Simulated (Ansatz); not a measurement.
**Run report: Al, geometry relaxation (part 3 of 3)**

Al (slab, 36 atoms in the cell); DFT PBE+D3(BJ), scalar-relativistic, plane waves, PAW, no spin polarisation (Ansatz 0.2.0); cutoff 420 eV, 3×3×1 k-mesh, Gaussian smearing of 0.1 eV. The structure derives from an entry of the Crystallography Open Database. The input holds or restrains some coordinates. Forces given for the steps count only the free coordinates. It belongs to a series of runs on one base structure; here: clean slab, lower planes held.

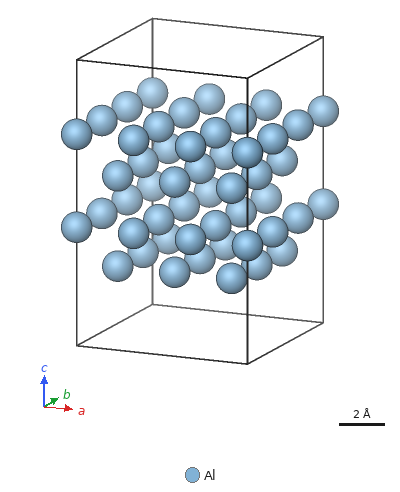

Fig. 1: The geometry at step 3 of the log (spheres-only view of the cell of the calculation, with the vacuum cut short, seen slightly off an axis).

## Output, continued
```
  k-point 2: bands = ["-9.8313", "-9.1462", "-9.1462", "-8.6623", "-8.4644", "-7.9822", "-7.9822", "-7.3054", "-6.4542", "-6.4393", "-6.4393", "-5.7807", "-5.7807", "-5.7725", "-5.7725", "-5.2967", "-5.2967", "-5.1105", "-4.6355", "-4.6355", "-4.4405", "-4.4405", "-3.8137", "-3.7907", "-3.7907", "-3.3132", "-3.3132", "-3.1819", "-3.1442", "-3.1442", "-3.1208", "-3.1208", "-2.6721", "-2.6721", "-2.4793", "-2.4634", "-2.4634", "-2.0753", "-1.8032", "-1.4761", "-1.1926", "-1.1926", "-0.8357", "-0.8357", "-0.7438", "-0.5528", "-0.5528", "-0.4683", "-0.4683", "-0.3490", "-0.1952", "0.0548", "0.1689", "0.1689", "0.6813", "0.6813", "0.7207", "0.7921", "1.0789", "1.1977", "1.1977", "1.3710", "1.7732", "1.7732", "1.7767", "1.7899", "1.8272", "1.8272", "2.0512", "2.0512", "2.1257", "2.2100", "2.4471", "2.4471", "2.5128", "2.6590", "2.6590", "3.0608", "3.2310", "3.2498", "3.4164", "3.6790", "3.6790", "3.7534", "3.8887", "3.9312", "3.9312", "4.0880", "4.1262", "4.1262"]
--- Relaxed structure (5 steps of the walk, 5 accepted, 0 SCFs on fresh bases) ---
  F+E_penalty+E_count = -19350.63902472 eV   max|allowed force component| = 6.567e-3 eV/Å
  atoms:
    - { symbol: Al, position: [0.16666666666666666, 0.16666666666666666, 0.3640651581] }
    - { symbol: Al, position: [0.16666666666666666, 0.5, 0.3640651581] }
    - { symbol: Al, position: [0.16666666666666666, 0.8333333333333333, 0.3640651581] }
    - { symbol: Al, position: [0.5, 0.16666666666666666, 0.3640651581] }
    - { symbol: Al, position: [0.5, 0.5, 0.3640651581] }
    - { symbol: Al, position: [0.5, 0.8333333333333333, 0.3640651581] }
    - { symbol: Al, position: [0.8333333333333333, 0.16666666666666666, 0.3640651581] }
    - { symbol: Al, position: [0.8333333333333333, 0.5, 0.3640651581] }
    - { symbol: Al, position: [0.8333333333333333, 0.8333333333333333, 0.3640651581] }
    - { symbol: Al, position: [0.3333333333333333, 0.3333333333333333, 0.45468838599999994] }
    - { symbol: Al, position: [0.3333333333333333, 0.6666666666666666, 0.45468838599999994] }
    - { symbol: Al, position: [0.3333333333333333, 0.0, 0.45468838599999994] }
    - { symbol: Al, position: [0.6666666666666666, 0.3333333333333333, 0.45468838599999994] }
    - { symbol: Al, position: [0.6666666666666666, 0.6666666666666666, 0.45468838599999994] }
    - { symbol: Al, position: [0.6666666666666666, 0.0, 0.45468838599999994] }
    - { symbol: Al, position: [0.0, 0.3333333333333333, 0.45468838599999994] }
    - { symbol: Al, position: [0.0, 0.6666666666666666, 0.45468838599999994] }
    - { symbol: Al, position: [0.0, 0.0, 0.45468838599999994] }
    - { symbol: Al, position: [0.5, 0.5, 0.5554399987925701] }
    - { symbol: Al, position: [0.5, 0.8333333333333333, 0.5554399987925701] }
    - { symbol: Al, position: [0.5, 0.16666666666666666, 0.5554399987925701] }
    - { symbol: Al, position: [0.8333333333333333, 0.5, 0.5554399987925701] }
    - { symbol: Al, position: [0.8333333333333333, 0.8333333333333333, 0.5554399987925701] }
    - { symbol: Al, position: [0.8333333333333333, 0.16666666666666666, 0.5554399987925701] }
    - { symbol: Al, position: [0.16666666666666666, 0.5, 0.5554399987925701] }
    - { symbol: Al, position: [0.16666666666666666, 0.8333333333333333, 0.5554399987925701] }
    - { symbol: Al, position: [0.16666666666666666, 0.16666666666666666, 0.5554399987925701] }
    - { symbol: Al, position: [0.6666666666666666, 0.6666666666666666, 0.6510364329253033] }
    - { symbol: Al, position: [0.6666666666666666, 2.0737798025418254e-34, 0.6510364329253033] }
    - { symbol: Al, position: [0.6666666666666666, 0.3333333333333333, 0.6510364329253033] }
    - { symbol: Al, position: [-1.5909532072935375e-33, 0.6666666666666666, 0.6510364329253033] }
    - { symbol: Al, position: [-1.1717647403369916e-33, -4.410343915940096e-34, 0.6510364329253033] }
    - { symbol: Al, position: [-7.937352618278406e-34, 0.3333333333333333, 0.6510364329253033] }
    - { symbol: Al, position: [0.3333333333333333, 0.6666666666666666, 0.6510364329253033] }
    - { symbol: Al, position: [0.3333333333333333, -4.31852771094206e-34, 0.6510364329253033] }
    - { symbol: Al, position: [0.3333333333333333, 0.3333333333333333, 0.6510364329253033] }
```

## Trajectory as extended XYZ (Å, eV, eV/Å), 3 of the 5 frames kept, from step=1 to step=5
```
36
Lattice="8.4486 0.0000 0.0000 0.0000 8.4486 0.0000 0.0000 0.0000 21.9741" Properties=species:S:1:pos:R:3:forces:R:3 step=1 energy=-19350.08200
Al    1.4081    1.4081    8.0000    0.0000   0.0000  -0.1834
Al    1.4081    4.2243    8.0000    0.0000   0.0000  -0.1834
Al    1.4081    7.0405    8.0000    0.0000   0.0000  -0.1834
Al    4.2243    1.4081    8.0000    0.0000   0.0000  -0.1834
Al    4.2243    4.2243    8.0000    0.0000   0.0000  -0.1834
Al    4.2243    7.0405    8.0000    0.0000   0.0000  -0.1834
Al    7.0405    1.4081    8.0000    0.0000   0.0000  -0.1834
Al    7.0405    4.2243    8.0000    0.0000   0.0000  -0.1834
Al    7.0405    7.0405    8.0000    0.0000   0.0000  -0.1834
Al    2.8162    2.8162    9.9914    0.0000   0.0000  -0.0607
Al    2.8162    5.6324    9.9914    0.0000   0.0000  -0.0607
Al    2.8162    0.0000    9.9914    0.0000   0.0000  -0.0607
Al    5.6324    2.8162    9.9914    0.0000   0.0000  -0.0607
Al    5.6324    5.6324    9.9914    0.0000   0.0000  -0.0607
Al    5.6324    0.0000    9.9914    0.0000   0.0000  -0.0607
Al    0.0000    2.8162    9.9914    0.0000   0.0000  -0.0607
Al    0.0000    5.6324    9.9914    0.0000   0.0000  -0.0607
Al    0.0000    0.0000    9.9914    0.0000   0.0000  -0.0607
Al    4.2243    4.2243   11.9827    0.0000   0.0000   0.0607
Al    4.2243    7.0405   11.9827    0.0000   0.0000   0.0607
Al    4.2243    1.4081   11.9827    0.0000   0.0000   0.0607
Al    7.0405    4.2243   11.9827    0.0000   0.0000   0.0607
Al    7.0405    7.0405   11.9827    0.0000   0.0000   0.0607
Al    7.0405    1.4081   11.9827    0.0000   0.0000   0.0607
Al    1.4081    4.2243   11.9827    0.0000   0.0000   0.0607
Al    1.4081    7.0405   11.9827    0.0000   0.0000   0.0607
Al    1.4081    1.4081   11.9827    0.0000   0.0000   0.0607
Al    5.6324    5.6324   13.9741    0.0000   0.0000   0.1834
Al    5.6324    0.0000   13.9741    0.0000   0.0000   0.1834
Al    5.6324    2.8162   13.9741    0.0000   0.0000   0.1834
Al    0.0000    5.6324   13.9741    0.0000   0.0000   0.1834
Al    0.0000    0.0000   13.9741    0.0000   0.0000   0.1834
Al    0.0000    2.8162   13.9741    0.0000   0.0000   0.1834
Al    2.8162    5.6324   13.9741    0.0000   0.0000   0.1834
Al    2.8162    0.0000   13.9741    0.0000   0.0000   0.1834
Al    2.8162    2.8162   13.9741    0.0000   0.0000   0.1834
36
Lattice="8.4486 0.0000 0.0000 0.0000 8.4486 0.0000 0.0000 0.0000 21.9741" Properties=species:S:1:pos:R:3:forces:R:3 step=3 energy=-19350.63527
Al    1.4081    1.4081    8.0000    0.0000   0.0000  -0.4378
Al    1.4081    4.2243    8.0000    0.0000   0.0000  -0.4378
Al    1.4081    7.0405    8.0000    0.0000   0.0000  -0.4378
Al    4.2243    1.4081    8.0000    0.0000   0.0000  -0.4378
Al    4.2243    4.2243    8.0000    0.0000   0.0000  -0.4378
Al    4.2243    7.0405    8.0000    0.0000   0.0000  -0.4378
Al    7.0405    1.4081    8.0000    0.0000   0.0000  -0.4378
Al    7.0405    4.2243    8.0000    0.0000   0.0000  -0.4378
Al    7.0405    7.0405    8.0000    0.0000   0.0000  -0.4378
Al    2.8162    2.8162    9.9914    0.0000   0.0000   0.4509
Al    2.8162    5.6324    9.9914    0.0000   0.0000   0.4509
Al    2.8162    0.0000    9.9914    0.0000   0.0000   0.4509
Al    5.6324    2.8162    9.9914    0.0000   0.0000   0.4509
Al    5.6324    5.6324    9.9914    0.0000   0.0000   0.4509
Al    5.6324    0.0000    9.9914    0.0000   0.0000   0.4509
Al    0.0000    2.8162    9.9914    0.0000   0.0000   0.4509
Al    0.0000    5.6324    9.9914    0.0000   0.0000   0.4509
Al    0.0000    0.0000    9.9914    0.0000   0.0000   0.4509
Al    4.2243    4.2243   12.2049    0.0000   0.0000   0.0437
Al    4.2243    7.0405   12.2049    0.0000   0.0000   0.0437
Al    4.2243    1.4081   12.2049    0.0000   0.0000   0.0437
Al    7.0405    4.2243   12.2049    0.0000   0.0000   0.0437
Al    7.0405    7.0405   12.2049    0.0000   0.0000   0.0437
Al    7.0405    1.4081   12.2049    0.0000   0.0000   0.0437
Al    1.4081    4.2243   12.2049    0.0000   0.0000   0.0437
Al    1.4081    7.0405   12.2049    0.0000   0.0000   0.0437
Al    1.4081    1.4081   12.2049    0.0000   0.0000   0.0437
Al    5.6324    5.6324   14.3208    0.0000   0.0000  -0.0569
Al    5.6324    0.0000   14.3208    0.0000   0.0000  -0.0569
Al    5.6324    2.8162   14.3208    0.0000   0.0000  -0.0569
Al    0.0000    5.6324   14.3208    0.0000   0.0000  -0.0569
Al    0.0000    0.0000   14.3208    0.0000   0.0000  -0.0569
Al    0.0000    2.8162   14.3208    0.0000   0.0000  -0.0569
Al    2.8162    5.6324   14.3208    0.0000   0.0000  -0.0569
Al    2.8162    0.0000   14.3208    0.0000   0.0000  -0.0569
Al    2.8162    2.8162   14.3208    0.0000   0.0000  -0.0569
36
Lattice="8.4486 0.0000 0.0000 0.0000 8.4486 0.0000 0.0000 0.0000 21.9741" Properties=species:S:1:pos:R:3:forces:R:3 step=5 energy=-19350.63903
Al    1.4081    1.4081    8.0000    0.0000   0.0000  -0.4427
Al    1.4081    4.2243    8.0000    0.0000   0.0000  -0.4427
Al    1.4081    7.0405    8.0000    0.0000   0.0000  -0.4427
Al    4.2243    1.4081    8.0000    0.0000   0.0000  -0.4427
Al    4.2243    4.2243    8.0000    0.0000   0.0000  -0.4427
Al    4.2243    7.0405    8.0000    0.0000   0.0000  -0.4427
Al    7.0405    1.4081    8.0000    0.0000   0.0000  -0.4427
Al    7.0405    4.2243    8.0000    0.0000   0.0000  -0.4427
Al    7.0405    7.0405    8.0000    0.0000   0.0000  -0.4427
Al    2.8162    2.8162    9.9914    0.0000   0.0000   0.4473
Al    2.8162    5.6324    9.9914    0.0000   0.0000   0.4473
Al    2.8162    0.0000    9.9914    0.0000   0.0000   0.4473
Al    5.6324    2.8162    9.9914    0.0000   0.0000   0.4473
Al    5.6324    5.6324    9.9914    0.0000   0.0000   0.4473
Al    5.6324    0.0000    9.9914    0.0000   0.0000   0.4473
Al    0.0000    2.8162    9.9914    0.0000   0.0000   0.4473
Al    0.0000    5.6324    9.9914    0.0000   0.0000   0.4473
Al    0.0000    0.0000    9.9914    0.0000   0.0000   0.4473
Al    4.2243    4.2243   12.2053    0.0000   0.0000  -0.0066
Al    4.2243    7.0405   12.2053    0.0000   0.0000  -0.0066
Al    4.2243    1.4081   12.2053    0.0000   0.0000  -0.0066
Al    7.0405    4.2243   12.2053    0.0000   0.0000  -0.0066
Al    7.0405    7.0405   12.2053    0.0000   0.0000  -0.0066
Al    7.0405    1.4081   12.2053    0.0000   0.0000  -0.0066
Al    1.4081    4.2243   12.2053    0.0000   0.0000  -0.0066
Al    1.4081    7.0405   12.2053    0.0000   0.0000  -0.0066
Al    1.4081    1.4081   12.2053    0.0000   0.0000  -0.0066
Al    5.6324    5.6324   14.3059    0.0000   0.0000   0.0020
Al    5.6324    0.0000   14.3059    0.0000   0.0000   0.0020
Al    5.6324    2.8162   14.3059    0.0000   0.0000   0.0020
Al    0.0000    5.6324   14.3059    0.0000   0.0000   0.0020
Al    0.0000    0.0000   14.3059    0.0000   0.0000   0.0020
Al    0.0000    2.8162   14.3059    0.0000   0.0000   0.0020
Al    2.8162    5.6324   14.3059    0.0000   0.0000   0.0020
Al    2.8162    0.0000   14.3059    0.0000   0.0000   0.0020
Al    2.8162    2.8162   14.3059    0.0000   0.0000   0.0020
```

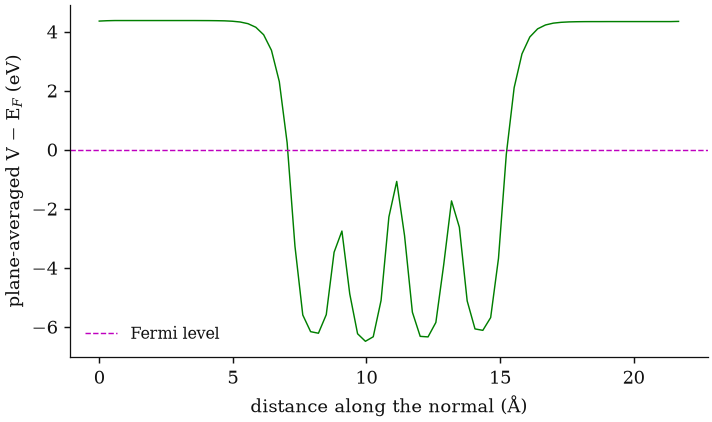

Fig. 2: Plane average of the electrostatic potential energy of an electron across the cell, from the Fermi level. The vacuum level lies 4.34 eV above the Fermi level on the upper side and 4.37 eV on the lower.

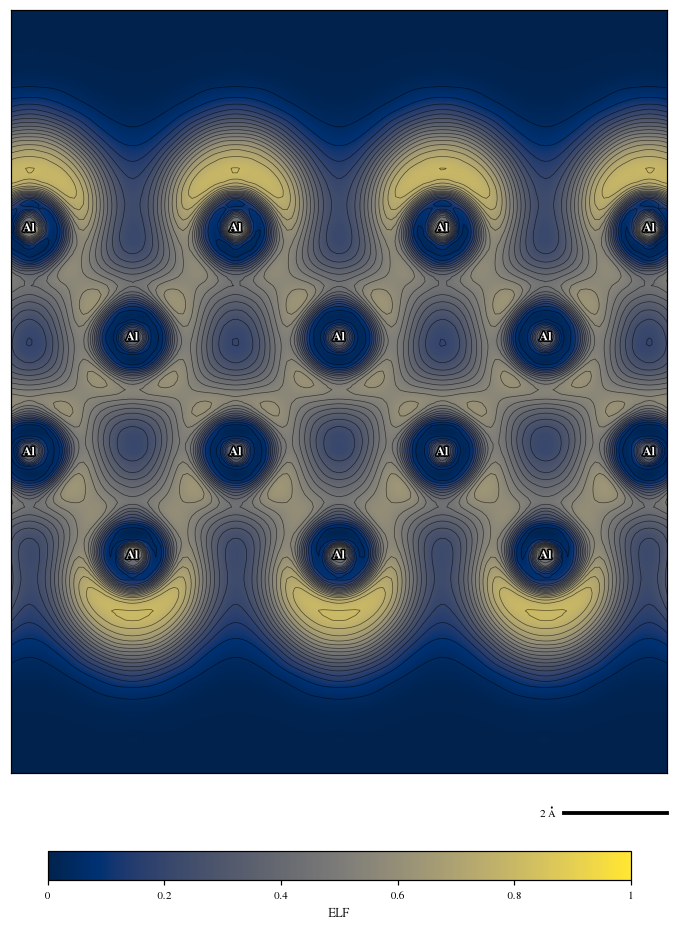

Fig. 3: Electron localisation function on the (110) plane of the calculation cell, a cut from vacuum to vacuum. Al–Al (2.82 Å): the ELF peaks at about 0.65 between the atoms. Al–Al (2.89 Å): the ELF is about 0.55 at the midpoint (metallic bonding. Al–Al (2.98 Å): the ELF is about 0.55 at the midpoint, which marks metallic bonding. In a PAW calculation such maps are meaningful between the atoms, not at the nuclei.

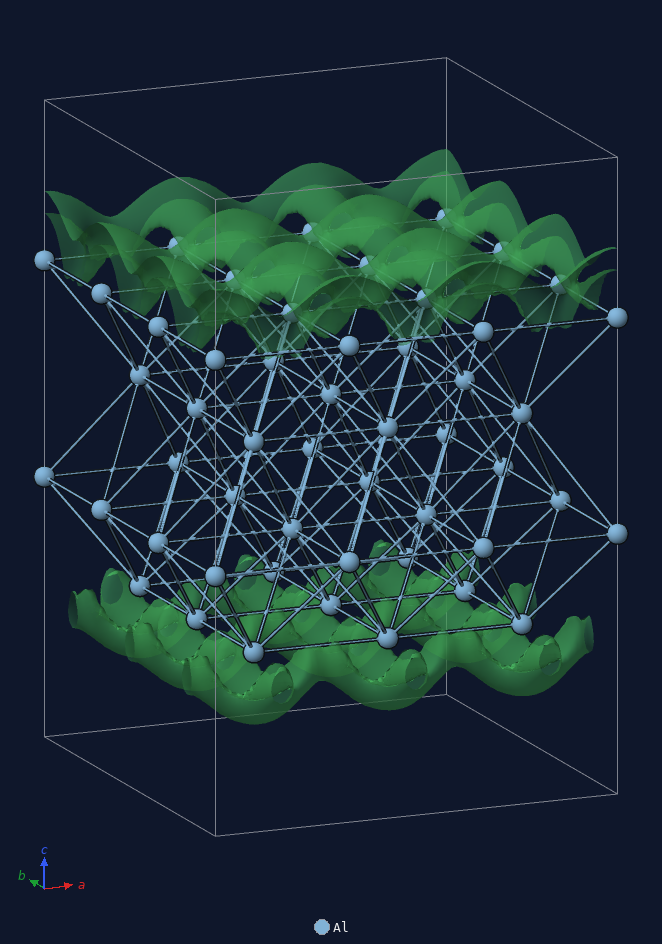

Fig. 4: Isosurface of the electron localisation function at 0.75 (green), seen slightly off an axis. Core shells and regions of very low density are left out. Sticks mark near contacts. Values along the shortest contacts: Al–Al (2.82 Å): the ELF peaks at about 0.65 between the atoms. Al–Al (2.89 Å): the ELF is about 0.55 at the midpoint, which marks metallic bonding.
